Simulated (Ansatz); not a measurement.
## Electronic structure of SiO2 in real space

The calculation's input:

```
crystal:
  lattice:
    - [3.7741550288, 0.0, 0.0]
    - [0.0, 3.7741550288, 0.0]
    - [0.0, 0.0, 3.7741550288]
  atoms:
    - { symbol: Si, position: [0.0, 0.0, 0.0] }
    - { symbol: Si, position: [0.5, 0.5, 0.5] }
    - { symbol: O, position: [0.25, 0.25, 0.25] }
    - { symbol: O, position: [0.25, 0.75, 0.75] }
    - { symbol: O, position: [0.75, 0.75, 0.25] }
    - { symbol: O, position: [0.75, 0.25, 0.75] }
basis:
  ecutwfc: 500
kpoints:
  mp_grid: { grid: [6, 6, 6] }
hamiltonian:
  xc: r2scan
scf:
  occupations: { method: gaussian, width: 0.02 }
output:
  forces: true
  stress: true
  eigenvalues: true
  write_density: true
  write_potential: true
  elf: true
  volumetric_format: npy
relax:
  adjacent_minimum: "off"
  f_tol: 0.01
  max_steps: 80
  cell: { stress_tol: 0.05 }
```

Command:

```sh
ansatz run input.yaml --threads 1 --pin off --max-ram 3072MiB --backend cpu --events-out ev --progress --plain --runs-dir out
```

Below, planes, directions and counts refer to the conventional cell (a = 3.77 Å, b = 3.77 Å, c = 3.77 Å, α = 90.00°, β = 90.00°, γ = 90.00°).

The fields are those of the run's last geometry, not of the input's.

Space group Pn-3m; started from the cuprite_224 prototype, which need not be the ambient phase.

All numbers below come from Ansatz 0.2.0, DFT r2SCAN, scalar-relativistic, plane waves, PAW.

Core electrons are frozen (PAW), and the valence fields are smoothed inside the atomic spheres.

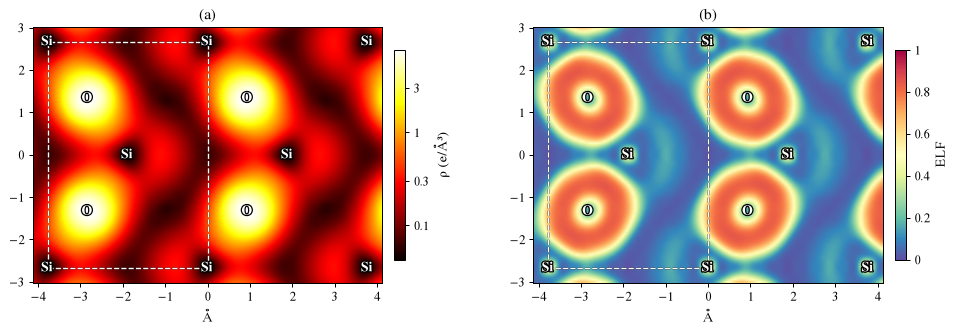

Figure 1. (a) valence pseudo-density; (b) ELF on the (101̄) plane of the conventional cell.

### What does the map show?

The section cuts through Si and O sites. Si–O (1.63 Å): ρ is about 1.2 e/Å³ halfway; the ELF peaks at about 0.85 between the atoms, as expected for a polar covalent bond. Between the atoms the lowest density in this plane is 0.06 e/Å³.

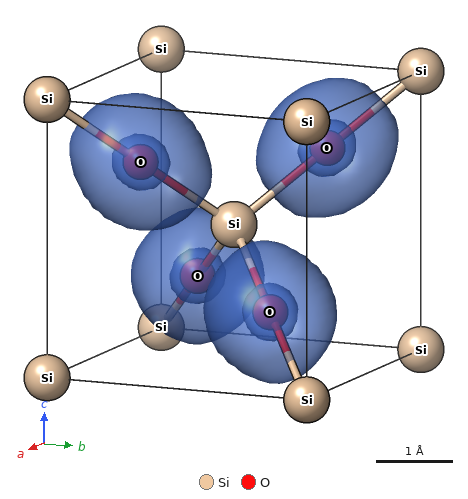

Figure 2. Isosurface of the electron localisation function at 0.7 (blue), seen slightly off an axis. Only the valence region is drawn (cores and ρ < 0.01 e/Å³ removed). Sticks mark near contacts.

### Identify the bonds, lone pairs and shells in this picture.

At this value the surface marks out four regions on O in which the atom's valence shell and bonds are merged, counted in one cell of 6 atoms. Any copies at cell faces, edges or corners count once.

### Metal or insulator at this level of theory?

It is gapped, with a Kohn–Sham gap of 5.7 eV on the k-point mesh (the band edges may lie off the mesh, which would make the gap smaller).
